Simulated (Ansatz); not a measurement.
## Run report: Al₁₆HO₂₄, geometry relaxation (part 3 of 3)

Continued. System: Al₁₆HO₂₄ (defect cell, 41 atoms in the cell). Method: DFT PBE, scalar-relativistic, plane waves, PAW, spin-polarised (Ansatz 0.2.0); cutoff 420 eV, 3×3×3 k-mesh, Gaussian smearing of 0.05 eV, collinear spins. The structure derives from a Materials Project entry.

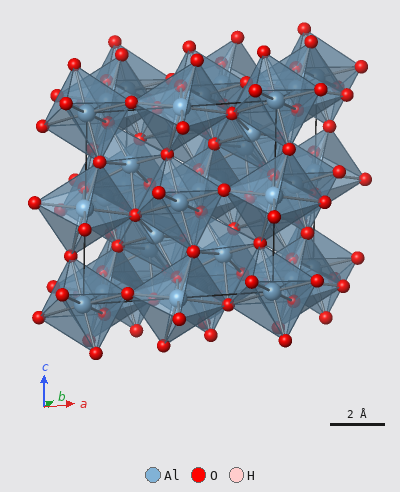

**Figure 1.** The geometry at step 3 of the log (polyhedral view of the cell of the calculation, seen slightly off an axis; polyhedra are completed across the faces of the cell).

Output, continued:
```
--- Relaxed structure (5 steps of the walk, 5 accepted, 0 SCFs on fresh bases) ---
  F+E_penalty+E_count = -22288.25146771 eV   max|allowed force component| = 2.487e-2 eV/Å
  atoms:
    - { symbol: Al, position: [-0.0009070883787881752, -0.00023922027711820865, -0.0036099293859500215] }
    - { symbol: Al, position: [0.49996731103013226, 0.498272235357899, -0.003069852024975117] }
    - { symbol: Al, position: [0.5025642549845871, 0.0022826086123812206, 0.5004439542978525] }
    - { symbol: Al, position: [-0.0014910434114540627, 0.498795496669769, 0.49782169520502695] }
    - { symbol: Al, position: [0.500724436208144, 0.49757010424820225, 0.4991197505245559] }
    - { symbol: Al, position: [-0.0022037820464568536, 0.0009851066876561398, 0.4986221523905583] }
    - { symbol: Al, position: [0.0007856472835867379, 0.500503110034944, -0.0014098603564872692] }
    - { symbol: Al, position: [0.5012589713955881, 0.0005178789008184193, -0.004363196206013831] }
    - { symbol: Al, position: [0.6939771448466306, 0.6937831997642511, 0.6927679834463105] }
    - { symbol: Al, position: [0.1940358343348056, 0.1946460312957361, 0.6918381563912952] }
    - { symbol: Al, position: [0.1961590738896702, 0.6958843676512787, 0.19403933479774924] }
    - { symbol: Al, position: [0.6949039252606479, 0.19373364153827943, 0.19190074525079373] }
    - { symbol: Al, position: [0.3063063698011589, 0.3066263068501198, 0.30279738023676767] }
    - { symbol: Al, position: [0.8069100449787443, 0.8046383293491679, 0.3041324335501756] }
    - { symbol: Al, position: [0.8070473394775428, 0.30683049842894916, 0.8049218820635369] }
    - { symbol: Al, position: [0.30488379274344507, 0.8060156598884447, 0.8047769256796395] }
    - { symbol: O, position: [0.4172849932670869, 0.5507405169874482, 0.24873615818869088] }
    - { symbol: O, position: [0.9168911136652458, 0.05966583312411883, 0.24969909688034703] }
    - { symbol: O, position: [0.9149938752095452, 0.5590880475858888, 0.7503648419120675] }
    - { symbol: O, position: [0.4161747910389463, 0.06070701434908693, 0.7490303179722861] }
    - { symbol: O, position: [0.44257003171649134, 0.7470078325745634, 0.5860199980817454] }
    - { symbol: O, position: [0.9395930213897405, 0.24840139712024928, 0.5827018612051671] }
    - { symbol: O, position: [0.9411169557588304, 0.7481596157039643, 0.08214816623325538] }
    - { symbol: O, position: [0.4409922599621271, 0.2455896754443498, 0.08214182769973608] }
    - { symbol: O, position: [0.7458026300444341, 0.5840163499131548, 0.4388376318414415] }
    - { symbol: O, position: [0.24725611848638004, 0.08788201995054012, 0.44043510978434075] }
    - { symbol: O, position: [0.24841563594651128, 0.5840131415500025, 0.9389387638002239] }
    - { symbol: O, position: [0.7486741824434907, 0.0846041105565366, 0.9374541266290024] }
    - { symbol: O, position: [0.2518431226190057, 0.41662857233786377, 0.5577747848633463] }
    - { symbol: O, position: [0.7511770703800333, 0.915908484867481, 0.5587734380730236] }
    - { symbol: O, position: [0.7525392113827235, 0.41473986331430657, 0.05717926509297577] }
    - { symbol: O, position: [0.2508678382398922, 0.916983318673104, 0.0488565697512191] }
    - { symbol: O, position: [0.5609434423048811, 0.25089338860292365, 0.4140436582016368] }
    - { symbol: O, position: [0.05099817795690498, 0.7506048178923487, 0.41513111358858085] }
    - { symbol: O, position: [0.05934268372528856, 0.25228271437422395, 0.9128438167524557] }
    - { symbol: O, position: [0.5599036979448655, 0.7516164690157249, 0.914738507985847] }
    - { symbol: O, position: [0.5848275394576441, 0.4393591604204735, 0.7465318448504532] }
    - { symbol: O, position: [0.0842879203648883, 0.9407658624741062, 0.7436852671977005] }
    - { symbol: O, position: [0.0843058807016035, 0.44083461724843526, 0.24627696243648703] }
    - { symbol: O, position: [0.5881712662875397, 0.9423448999422279, 0.24510561934333802] }
    - { symbol: H, position: [0.3338748444079171, 0.8335680243761, 0.33156937717379625] }
--- Löwdin populations: 41 sites ---
  site symbol       q [e]    m [muB]
     0     Al      1.7187     0.0005
     1     Al      1.7187     0.0005
     2     Al      1.7308    -0.0023
     3     Al      1.7187     0.0005
     4     Al      1.7080    -0.0016
     5     Al      1.7080    -0.0016
     6     Al      1.7070     0.0012
     7     Al      1.7080    -0.0016
     8     Al      1.6966     0.0019
     9     Al      1.6966     0.0019
    10     Al      1.7715     0.0476
    11     Al      1.6966     0.0019
    12     Al      1.6965     0.0021
    13     Al      1.6965     0.0021
    14     Al      1.6984     0.0003
    15     Al      1.6964     0.0021
    16      O      6.7900     0.0502
    17      O      6.7967     0.0031
    18      O      6.7968     0.0005
    19      O      6.7979     0.0014
    20      O      6.7893     0.0368
    21      O      6.7973     0.0009
    22      O      6.7972    -0.0002
    23      O      6.7972     0.0024
    24      O      6.7972     0.0024
    25      O      6.7893     0.0368
    26      O      6.7972    -0.0002
    27      O      6.7974     0.0009
    28      O      6.7967     0.0031
    29      O      6.7979     0.0014
    30      O      6.7968     0.0005
    31      O      6.7899     0.0502
    32      O      6.7978     0.0014
    33      O      6.7900     0.0501
    34      O      6.7968     0.0005
    35      O      6.7967     0.0031
    36      O      6.7974     0.0009
    37      O      6.7972     0.0024
    38      O      6.7972    -0.0002
    39      O      6.7893     0.0369
    40      H      0.9437     0.6451
  spilling = 0.008301 (of n_electrons = 193.000000)
settings of this run that can trade accuracy for cost: output.eigenvalues: false. Do not mix this run's numbers with those of runs without the same settings; the input reference describes each key
```

Trajectory as extended XYZ (Å, eV, eV/Å), 5 frames, from step=1 to step=5:
```
41
Lattice="-4.7976 -2.7699 4.4627 4.7976 -2.7699 4.4627 0.0000 5.5398 4.4627" Properties=species:S:1:pos:R:3:forces:R:3 step=1 energy=-22287.29161
Al    0.0496    0.0221    0.0087   -0.8236  -0.2359   0.0288
Al   -0.0570   -2.8182    4.4812    1.2380   0.8955  -0.2741
Al   -2.3880    1.3784    4.4348   -0.2574   0.4859   0.2410
Al    2.3988    1.3849    4.4627    0.0449  -0.1845   0.1230
Al    0.0011   -0.0270    6.6643    0.2138   0.3459   0.7207
Al    0.0033    2.7977    2.2538   -0.2699  -0.4346  -0.7411
Al    2.3988   -1.3849    2.2314   -0.0623  -0.0898   0.1549
Al   -2.3932   -1.3601    2.2740   -0.0783  -0.8789  -1.4793
Al    0.0000    0.0000    9.2806    0.0136  -0.4230  -0.4073
Al    0.0000    2.7699    4.8179   -0.1673  -0.1580   0.4273
Al    2.3992   -1.3820    4.8061   -0.4884   0.5498  -0.4337
Al   -2.3988   -1.3849    4.8179    0.2155   0.1469   0.3748
Al    0.0000    0.0000    4.1075    0.2043  -0.3460  -0.0207
Al    0.0000   -2.7699    8.5702   -0.3120   0.1119   0.1823
Al   -2.3988    1.3849    8.5702    0.1044  -0.2604  -0.1464
Al    2.4420    1.4139    8.5359   -1.2041  -0.5980   0.6106
O     0.6664   -1.2748    5.4543   -0.8291  -0.4348  -0.4419
O    -4.1066   -1.2973    5.4640    0.1353   0.0690   0.3104
O    -1.7078    0.0876    9.9267   -0.1710  -0.0583   0.2423
O    -1.7078    2.8575    5.4640    0.0260   0.1068   0.1868
O     1.4986   -0.0318    7.9164   -0.3309  -0.2842  -0.2670
O    -3.3286   -0.0502    7.9241   -0.1221  -0.0461  -0.2305
O    -0.9298   -4.2051    7.9241    0.2461  -0.1798  -0.1793
O    -0.9298   -1.4352    3.4614   -0.0978  -0.2196  -0.1878
O    -0.7780   -1.2471    7.9241    0.0439   0.0072  -0.3357
O    -0.8043    1.4732    3.4367    0.5634   0.7858  -0.0948
O     1.6288    2.9185    7.9466   -0.1620   0.0491  -0.4476
O    -3.1768    2.9078    7.9241    0.0094  -0.1128  -0.2101
O     0.7780    1.2471    5.4640    0.0138   0.2592   0.0381
O     0.7780   -1.5228    9.9267    0.2091  -0.1247   0.0561
O    -1.6208   -2.9078    5.4640   -0.3767   0.0298   0.4026
O     3.1769   -2.8951    5.4941    1.3873  -1.8562  -1.0681
O    -1.4690    0.0502    5.4640   -0.4682   0.0560   0.0799
O     3.3139    0.0510    5.4585    0.6843   0.7099   0.0711
O     0.9298    4.2051    5.4640    0.0182   0.1212   0.1750
O     0.8675    1.4134    9.8891    1.1990   0.7426   1.3602
O    -0.6910    1.2973    7.9241   -0.3810  -0.1524  -0.5943
O     4.1066    1.2973    7.9241    0.6803   0.2147  -0.3190
O     1.7078   -0.0876    3.4614    0.0383   0.1783  -0.4304
O     1.7026   -2.8877    7.9027   -0.3891   0.3178   0.6553
H     2.3867   -1.8316    6.3793   -0.2977   0.8949   1.8678
41
Lattice="-4.7976 -2.7699 4.4627 4.7976 -2.7699 4.4627 0.0000 5.5398 4.4627" Properties=species:S:1:pos:R:3:forces:R:3 step=2 energy=-22287.86155
Al    0.0416    0.0092    0.0006   -0.8065  -0.1571   0.0017
Al   -0.0402   -2.8146    4.4748    0.8086   0.8293  -0.2463
Al   -2.3899    1.3851    4.4287   -0.2034   0.0951   0.3680
Al    2.3972    1.3861    4.4562    0.0057  -0.0867   0.0097
Al   -0.0075   -0.0194    6.6615    0.0087   0.2795   0.5466
Al    0.0031    2.7936    2.2345   -0.1190  -0.3009  -0.3322
Al    2.4009   -1.3898    2.2338   -0.0036  -0.0436   0.1392
Al   -2.3931   -1.3789    2.2609   -0.0681  -0.5632  -1.1034
Al    0.0035    0.0062    9.2745   -0.1311  -0.4481  -0.1842
Al   -0.0005    2.7742    4.8255   -0.1156  -0.1049   0.1389
Al    2.3939   -1.3796    4.8220   -0.2512  -0.0115  -0.0996
Al   -2.3950   -1.3917    4.8214    0.0881   0.1166   0.2408
Al   -0.0037   -0.0013    4.1004    0.1464  -0.2938  -0.1067
Al   -0.0056   -2.7705    8.5680   -0.1797   0.0267   0.0277
Al   -2.3994    1.3749    8.5687    0.0145  -0.0995  -0.1188
Al    2.4197    1.3881    8.5359   -0.5254  -0.1055   0.4979
O     0.6428   -1.2775    5.4468   -0.1924  -0.4207  -0.3150
O    -4.1061   -1.3086    5.4611    0.0341   0.1706   0.3330
O    -1.7067    0.0815    9.9310   -0.0960  -0.0064   0.0290
O    -1.7074    2.8484    5.4674   -0.1249   0.0186   0.0180
O     1.4825   -0.0498    7.8990   -0.1818   0.0471   0.0220
O    -3.3369   -0.0538    7.9141    0.1156   0.0281  -0.0565
O    -0.9303   -4.2124    7.9252    0.1844  -0.0288  -0.1439
O    -0.9309   -1.4441    3.4511   -0.0254  -0.0712  -0.0574
O    -0.7796   -1.2461    7.9125   -0.0073   0.0162  -0.2248
O    -0.7889    1.4951    3.4412    0.2962   0.4029  -0.0528
O     1.6341    2.9118    7.9407   -0.3488  -0.0311  -0.2838
O    -3.1781    2.8962    7.9191    0.0319  -0.1043  -0.1624
O     0.7774    1.2516    5.4620    0.0356   0.0801   0.1061
O     0.7817   -1.5219    9.9184    0.1377  -0.0306   0.0247
O    -1.6155   -2.9135    5.4668   -0.2895   0.0293   0.2680
O     3.1874   -2.9293    5.4726    0.6549  -0.8994  -0.6313
O    -1.4835    0.0559    5.4635   -0.2256   0.0265   0.0053
O     3.3230    0.0688    5.4513    0.4500   0.3842   0.0423
O     0.9309    4.2081    5.4699    0.0062  -0.0399   0.0714
O     0.8771    1.4245    9.9191    0.8593   0.3072   0.6448
O    -0.6982    1.3038    7.9092   -0.0963  -0.2183  -0.2962
O     4.1001    1.2891    7.9123    0.4967   0.1980  -0.1697
O     1.7071   -0.0864    3.4526   -0.0011   0.1102  -0.1904
O     1.6998   -2.8966    7.9115   -0.2336   0.3425   0.3441
H     2.4413   -1.7099    6.5141   -0.1465   0.5584   0.8973
41
Lattice="-4.7976 -2.7699 4.4627 4.7976 -2.7699 4.4627 0.0000 5.5398 4.4627" Properties=species:S:1:pos:R:3:forces:R:3 step=3 energy=-22288.19060
Al    0.0175   -0.0006   -0.0101   -0.2322  -0.1344  -0.0681
Al   -0.0142   -2.7955    4.4618    0.1253   0.3111  -0.1504
Al   -2.3959    1.3851    4.4428   -0.1125  -0.1441   0.3264
Al    2.3973    1.3828    4.4507   -0.0773   0.0265  -0.0437
Al   -0.0125   -0.0133    6.6724   -0.0934   0.2134   0.2072
Al    0.0078    2.7840    2.2238    0.0329  -0.1279  -0.0067
Al    2.3996   -1.3936    2.2335   -0.0002   0.0374  -0.0304
Al   -2.3942   -1.4013    2.2275   -0.1117  -0.2669  -0.2060
Al    0.0021    0.0001    9.2760   -0.1193  -0.1540   0.0269
Al   -0.0020    2.7715    4.8309   -0.0054  -0.0619  -0.0409
Al    2.3922   -1.3912    4.8320    0.0480  -0.0628   0.1300
Al   -2.3974   -1.3921    4.8250   -0.0685  -0.0252   0.0134
Al   -0.0016   -0.0120    4.0940    0.0154  -0.0774  -0.1056
Al   -0.0126   -2.7707    8.5643   -0.0097  -0.0345  -0.0666
Al   -2.3989    1.3702    8.5633   -0.0334   0.0958  -0.0461
Al    2.4044    1.3771    8.5408   -0.0037   0.0889   0.1748
O     0.6384   -1.2930    5.4390    0.0620  -0.1493  -0.1096
O    -4.1113   -1.3122    5.4713    0.0228   0.0306   0.0810
O    -1.7111    0.0781    9.9279    0.0623   0.0154  -0.0036
O    -1.7152    2.8362    5.4629    0.0180  -0.0501  -0.0086
O     1.4661   -0.0531    7.9094   -0.0773   0.0558  -0.0316
O    -3.3301   -0.0565    7.9086    0.0973  -0.0314  -0.0025
O    -0.9278   -4.2147    7.9148    0.0291  -0.0142  -0.0138
O    -0.9345   -1.4488    3.4372    0.0290   0.0514   0.0352
O    -0.7849   -1.2481    7.8994    0.0422  -0.0111  -0.0672
O    -0.7730    1.5113    3.4534    0.0984   0.0769  -0.0272
O     1.6203    2.9034    7.9201   -0.1662  -0.0440  -0.0646
O    -3.1840    2.8857    7.9054    0.0501   0.0055   0.0053
O     0.7813    1.2495    5.4704    0.0297  -0.0638   0.0348
O     0.7849   -1.5261    9.9199    0.0596   0.1089  -0.0329
O    -1.6161   -2.9114    5.4710   -0.0881  -0.0250   0.0404
O     3.1981   -2.9689    5.4365    0.0956   0.0149  -0.1764
O    -1.4928    0.0566    5.4674    0.0283  -0.0304  -0.0447
O     3.3416    0.0801    5.4447    0.0346   0.0224  -0.0526
O     0.9270    4.2051    5.4702    0.0211  -0.0528   0.0419
O     0.9071    1.4319    9.9356    0.2148   0.0468   0.0673
O    -0.6962    1.3027    7.9015    0.0065  -0.1088  -0.0103
O     4.1068    1.2897    7.8993    0.1006   0.0266  -0.0686
O     1.7077   -0.0879    3.4447   -0.0238   0.0435   0.0364
O     1.6932   -2.8919    7.9155   -0.0180   0.1743   0.1025
H     2.4611   -1.5618    6.6455   -0.0820   0.2255   0.1562
41
Lattice="-4.7976 -2.7699 4.4627 4.7976 -2.7699 4.4627 0.0000 5.5398 4.4627" Properties=species:S:1:pos:R:3:forces:R:3 step=4 energy=-22288.24780
Al    0.0045   -0.0148   -0.0215   -0.0797  -0.0358   0.0233
Al   -0.0083   -2.7834    4.4409    0.0476   0.0737   0.0255
Al   -2.4000    1.3747    4.4968   -0.0153  -0.0004  -0.1460
Al    2.3996    1.3796    4.4375    0.0338  -0.0149   0.0544
Al   -0.0139    0.0041    6.6824    0.0846  -0.0972  -0.0021
Al    0.0176    2.7654    2.2196   -0.1133  -0.0083  -0.0041
Al    2.3962   -1.3948    2.2276   -0.0002  -0.0350   0.0194
Al   -2.4049   -1.4174    2.2213    0.0312   0.1227  -0.0164
Al   -0.0018   -0.0054    9.2831   -0.0196  -0.0104  -0.0020
Al    0.0032    2.7572    4.8214    0.0011   0.0096  -0.0088
Al    2.3981   -1.3958    4.8406   -0.0213  -0.0101   0.0994
Al   -2.4040   -1.3975    4.8218    0.0198  -0.0203   0.0012
Al    0.0000   -0.0191    4.0876    0.0203  -0.0398  -0.0085
Al   -0.0111   -2.7786    8.5487   -0.0156   0.0205  -0.0139
Al   -2.3998    1.3733    8.5581    0.0012  -0.0089   0.0912
Al    2.4050    1.3805    8.5513   -0.0115   0.0336  -0.0556
O     0.6462   -1.3050    5.4320   -0.0776   0.0328  -0.0328
O    -4.1126   -1.3204    5.4706    0.0147   0.0030   0.0223
O    -1.7097    0.0739    9.9255    0.0264   0.0116  -0.0313
O    -1.7041    2.8315    5.4730   -0.0114  -0.0484   0.0186
O     1.4631   -0.0505    7.9242   -0.0241   0.0306   0.0409
O    -3.3171   -0.0633    7.9009    0.0117   0.0139  -0.0230
O    -0.9277   -4.2235    7.9051    0.0350   0.0058  -0.0172
O    -0.9369   -1.4475    3.4319   -0.0203  -0.0040  -0.0069
O    -0.7761   -1.2516    7.8917   -0.0212  -0.0084   0.0181
O    -0.7686    1.5121    3.4616    0.0569   0.0039   0.0405
O     1.6098    2.8939    7.9020   -0.0018   0.0024   0.0099
O    -3.1861    2.8865    7.9040    0.0046  -0.0140  -0.0383
O     0.7916    1.2400    5.4706   -0.0418  -0.0041   0.0064
O     0.7864   -1.5209    9.9334    0.0553  -0.0082   0.0380
O    -1.6196   -2.9154    5.4652   -0.0227  -0.0087  -0.0266
O     3.1931   -2.9614    5.4305    0.0484  -0.0588  -0.0224
O    -1.4845    0.0421    5.4722   -0.0327   0.0600   0.0187
O     3.3534    0.0771    5.4310    0.0444   0.0371  -0.0376
O     0.9250    4.1944    5.4644    0.0015   0.0135  -0.0307
O     0.9188    1.4354    9.9336    0.0113  -0.0442   0.0344
O    -0.6963    1.2978    7.9027   -0.0334   0.0196  -0.0266
O     4.1092    1.2822    7.8926    0.0216  -0.0049   0.0259
O     1.7084   -0.0915    3.4429    0.0105   0.0265  -0.0433
O     1.7004   -2.8787    7.9257   -0.0135  -0.0532   0.0246
H     2.4018   -1.4084    6.6953   -0.0051   0.0177  -0.0183
41
Lattice="-4.7976 -2.7699 4.4627 4.7976 -2.7699 4.4627 0.0000 5.5398 4.4627" Properties=species:S:1:pos:R:3:forces:R:3 step=5 energy=-22288.25147
Al    0.0032   -0.0168   -0.0212    0.0072   0.0017  -0.0042
Al   -0.0081   -2.7820    4.4412   -0.0061  -0.0059  -0.0006
Al   -2.4002    1.3740    4.4863    0.0019  -0.0035  -0.0135
Al    2.4002    1.3803    4.4410   -0.0018   0.0070  -0.0017
Al   -0.0151   -0.0002    6.6825   -0.0033   0.0008   0.0008
Al    0.0153    2.7656    2.2198    0.0013  -0.0026   0.0009
Al    2.3974   -1.3963    2.2308    0.0015   0.0026   0.0012
Al   -2.4024   -1.4140    2.2198   -0.0013   0.0009   0.0023
Al   -0.0009   -0.0062    9.2848   -0.0021  -0.0002   0.0023
Al    0.0029    2.7560    4.8220    0.0017   0.0010   0.0019
Al    2.3975   -1.3959    4.8469    0.0010  -0.0006  -0.0022
Al   -2.4044   -1.3983    4.8221   -0.0003  -0.0022   0.0024
Al    0.0015   -0.0203    4.0866    0.0007  -0.0022  -0.0049
Al   -0.0109   -2.7790    8.5491    0.0017   0.0000  -0.0037
Al   -2.3998    1.3738    8.5630   -0.0021   0.0000   0.0054
Al    2.4042    1.3812    8.5491    0.0003  -0.0024  -0.0021
O     0.6403   -1.3034    5.4301    0.0113  -0.0039   0.0008
O    -4.1126   -1.3217    5.4724    0.0026   0.0051  -0.0035
O    -1.7075    0.0738    9.9271    0.0005   0.0009  -0.0006
O    -1.7054    2.8286    5.4709    0.0011   0.0016  -0.0008
O     1.4606   -0.0486    7.9240    0.0088  -0.0066  -0.0051
O    -3.3161   -0.0626    7.9021   -0.0028  -0.0032   0.0025
O    -0.9257   -4.2240    7.9054    0.0030   0.0001  -0.0012
O    -0.9375   -1.4467    3.4306    0.0068  -0.0047   0.0024
O    -0.7762   -1.2524    7.8930   -0.0094  -0.0046   0.0054
O    -0.7646    1.5116    3.4612   -0.0104  -0.0029  -0.0044
O     1.6101    2.8958    7.9051   -0.0010  -0.0031   0.0011
O    -3.1859    2.8852    7.9023   -0.0010   0.0050   0.0009
O     0.7906    1.2384    5.4724   -0.0057   0.0004  -0.0048
O     0.7903   -1.5222    9.9334   -0.0021   0.0041   0.0002
O    -1.6206   -2.9165    5.4644    0.0008   0.0008  -0.0004
O     3.1958   -2.9642    5.4298   -0.0007   0.0083   0.0039
O    -1.4875    0.0450    5.4707    0.0030  -0.0024   0.0010
O     3.3564    0.0794    5.4299   -0.0085  -0.0066   0.0022
O     0.9256    4.1938    5.4645   -0.0007  -0.0008   0.0001
O     0.9198    1.4347    9.9351    0.0004  -0.0044  -0.0056
O    -0.6979    1.2987    7.9022    0.0046  -0.0028   0.0016
O     4.1090    1.2806    7.8934   -0.0005   0.0110   0.0025
O     1.7105   -0.0903    3.4426   -0.0024   0.0016  -0.0005
O     1.6992   -2.8815    7.9241    0.0016   0.0117  -0.0068
H     2.3973   -1.3969    6.6897    0.0003   0.0007   0.0249
```

Summary:

| quantity | value |
| --- | --- |
| outcome | converged |
| electrons treated | 193 |
| free energy | −22288.2515 eV |
| Fermi energy | 10.324 eV |
| net moment of the cell | 1.00 μB |
| integrated absolute moment | 1.05 μB |
| final volume | 355.83 Å³ |
| largest force (length of the vector) at the end | 0.025 eV/Å |
| hardware | 4 threads of Arm Neoverse V2, 24 GiB of memory available, shared host |
| wall time | 2.6 min (CPU time 9.7 min) |
| peak memory | 1.8 GiB |
